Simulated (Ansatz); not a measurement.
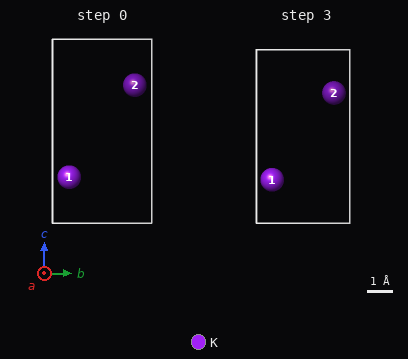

The structure of a crystal of K (set up in Cmcm) before (left) and after (right) a relaxation, at one scale.

Style: ball-and-stick. Shown: the cell of the calculation, along the a axis.

Case: relaxed at 1 GPa.

The calculation used DFT PBEsol, scalar-relativistic, plane waves, PAW (Ansatz 0.2.0).

Input file:
```yaml
crystal:
  lattice:
    - [2.3414408249, -4.0111613851, 0.0]
    - [2.3414408249, 4.0111613851, 0.0]
    - [0.0, 0.0, 7.5034453737]
  atoms:
    - { symbol: K, position: [0.8308971042, 0.1691028958, 0.25] }
    - { symbol: K, position: [0.1691028958, 0.8308971042, 0.75] }
basis:
  ecutwfc: 420
kpoints:
  mp_grid: { grid: [10, 10, 6] }
hamiltonian:
  xc: pbesol
scf:
  occupations: { method: gaussian, width: 0.1 }
output:
  forces: true
  stress: true
  eigenvalues: true
relax:
  adjacent_minimum: "off"
  f_tol: 0.008
  max_steps: 50
  cell: { stress_tol: 0.08, p_target: 1.0 }
```

Question: Describe what moved and what it gained.

Answer: The atoms keep their places relative to the cell (all moves are under 0.005 Å). The drawn cell changes as follows: a = b 4.645 → 4.375 Å (−5.8 %), c 7.503 → 7.079 Å (−5.7 %), γ 119.5° → 119.6°; the volume changes by −16.4 %. Near-neighbour distances that change, for instance: K1–K1 4.683 → 4.404 Å, K1–K1 (another image) 4.645 → 4.375 Å, K1–K2 4.609 → 4.343 Å, K1–K2 (another image) 4.630 → 4.368 Å. The space group stays Cmcm (No. 63). Over 2 accepted moves (3 points after the start) the energy rises by 32.5 meV per atom. With the target pressure of 1 GPa, the enthalpy E + pV changes by −39.6 meV per atom. The pressure goes from 0.04 to 0.99 GPa. The SCF was repeated once at an unchanged geometry on a basis and grid sized afresh for the cell, which shifted the energy by less than 0.05 meV per atom at most.
